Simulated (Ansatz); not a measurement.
SiO2: several calculations on one system

### Relaxation

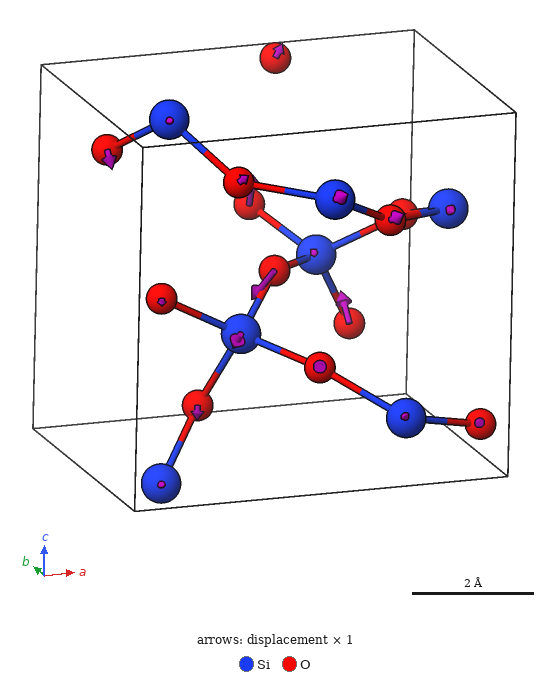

This is a relaxation of an amorphous cell of composition SiO$_{2}$ (coarse preliminary run). The starting structure is drawn; purple arrows show the displacements (the part carried along by the change of the cell is left out), at their true length.

Style: ball-and-stick. Shown: the cell of the calculation (origin shifted), slightly off an axis.

Case: the last frame of the dynamics.

Theory: Ansatz, DFT PBE, scalar-relativistic, plane waves, PAW. Set-up: plane-wave cutoff 420 eV; k-point mesh 1 × 1 × 1; occupations gaussian; smearing width 0.1 eV; mesh shifted by (0.25, 0.25, 0.25); no spin polarisation; cell and atoms relaxed; force threshold 0.04 eV/Å; at most 70 steps.

Question: Atoms of which element are displaced furthest, and by how much?

Answer: Oxygen: up to 0.78 Å, against 0.41 Å for silicon.

Question: Describe the change and its energy.

Answer: Over 10 accepted moves (12 points after the start) the energy falls by 3.670 eV per cell of the calculation. Largest force component: 2.6 eV/Å at the start, 0.0046 eV/Å at the end. The pressure goes from 2.03 to 0.06 GPa. The SCF was repeated twice at an unchanged geometry on a basis and grid sized afresh for the cell, which shifted the energy by 0.326 eV per cell of the calculation at most. An O atom moves most relative to the cell: 0.78 Å roughly along [−2 2 −3]. By element the largest moves are O 0.78 Å, Si 0.41 Å. The drawn cell changes as follows: a 6.350 → 6.074 Å (−4.3 %), b 6.482 → 6.604 Å (+1.9 %), c 6.335 → 7.124 Å (+12.4 %), α 94.7° → 89.8°, β 87.1° → 80.1°, γ 93.1° → 91.3°; the volume changes by +8.6 %. Among the contacts that change: O–Si 1.714 → 1.629 Å, O–Si 1.690 → 1.619 Å, O–Si 1.582 → 1.629 Å, O–Si 1.667 → 1.635 Å. Among the angles between lasting bonds that change: Si–O–Si 132.9° → 159.7°, Si–O–Si 120.7° → 142.0°, O–Si–O 127.5° → 108.9°.

Limits of the set-up: the periodic images lie only 6.3 Å apart, so the values are limited by the cell's size.

### Dynamics

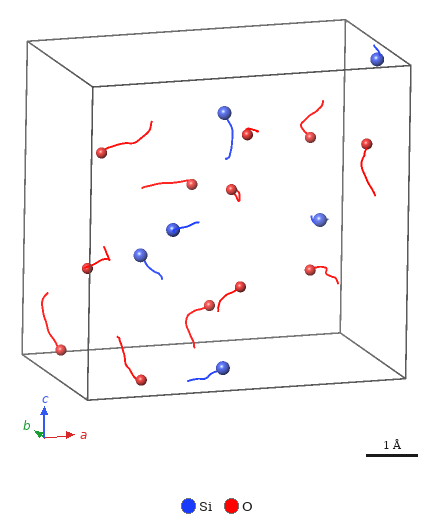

A Born-Oppenheimer molecular dynamics run of an amorphous cell of composition SiO$_{2}$ (18 atoms in the cell), 48 fs long. Lines trace each atom's path, in the colour of its element; spheres stand at the starting positions. Seen slightly off an axis in the simulation cell.

These are results of DFT PBE, scalar-relativistic, plane waves, PAW (Ansatz), not measurements. Settings: plane-wave cutoff 320 eV; k-point mesh 1 × 1 × 1; Fermi-Dirac smearing 0.293 eV; volume 0.96 times that of the relaxed crystal; set temperature 3400 K; time step 2 fs.

> What do the traces tell about the motion?

In the second half of the run the atoms are, in the root-mean-square, this far from where they began (common drift taken out): O 0.74 Å, Si 0.59 Å. The heavy atoms stay within a fraction of a molecule's size of their starting places; so short a run doesn't tell a liquid from a solid. Bond changes: 3 O–Si bonds form between 32 fs and 48 fs; one O–O bond forms at about 38 fs. Over the second half the temperature averages 5185 K (spread ±741 K). That is above the set 3400 K, because the structure releases potential energy faster than the thermostat removes it. The potential energy is still drifting at the end, so the run hasn't reached equilibrium. The potential energy in the second half lies on average 584 meV per atom below the first frame. The mean pressure there is −0.9 GPa.

Limits of the set-up: the cutoff lies below the recommended one; the periodic images lie only 6.3 Å apart, so the values are limited by the cell's size.

### Dynamics

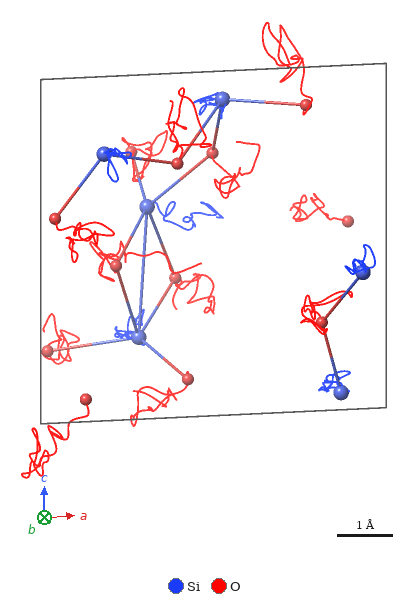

A Born-Oppenheimer molecular dynamics run of an amorphous cell of composition SiO2 (18 atoms in the cell), 354 fs long. It starts from the last geometry of an earlier run, with fresh velocities. Lines trace each atom's path, in the colour of its element; spheres stand at the starting positions. Seen along the b axis in the simulation cell.

The calculation used Ansatz, DFT PBE, scalar-relativistic, plane waves, PAW. Run with plane-wave cutoff 420 eV; k-point mesh 1 × 1 × 1; Fermi-Dirac smearing 0.211 eV; volume 0.96 times that of the relaxed crystal; set temperature 2450 K; time step 2 fs.

Q: How do the atoms move?

A: In the second half of the run the atoms are, in the root-mean-square, this far from where they began (common drift taken out): O 0.87 Å, Si 0.57 Å. Against the typical shortest distance between atoms in the first frame, about 1.6 Å these are large excursions, but over 354 fs one can't yet tell strong vibration from the start of diffusion. 4 of the 18 free atoms end more than three quarters of that spacing from the start. Bond changes: one Si–Si bond breaks at about 126 fs; one O–Si bond forms at about 232 fs. The mean temperature in the second half is 2652 K (standard deviation 250 K). The potential energy in the second half lies on average 233 meV per atom below the first frame. The first frame is far from relaxed (forces up to 13.4 eV/Å), so much of the motion is the structure settling. The mean pressure there is 7.8 GPa.

Limits of the set-up: the periodic images lie only 6.3 Å apart, so the values are limited by the cell's size.

The run took 5.2 min on 2 threads of Intel(R) Xeon(R) Processor @ 2.50GHz (Skylake/Cascade Lake), on a shared host, peak memory 0.38 GiB.
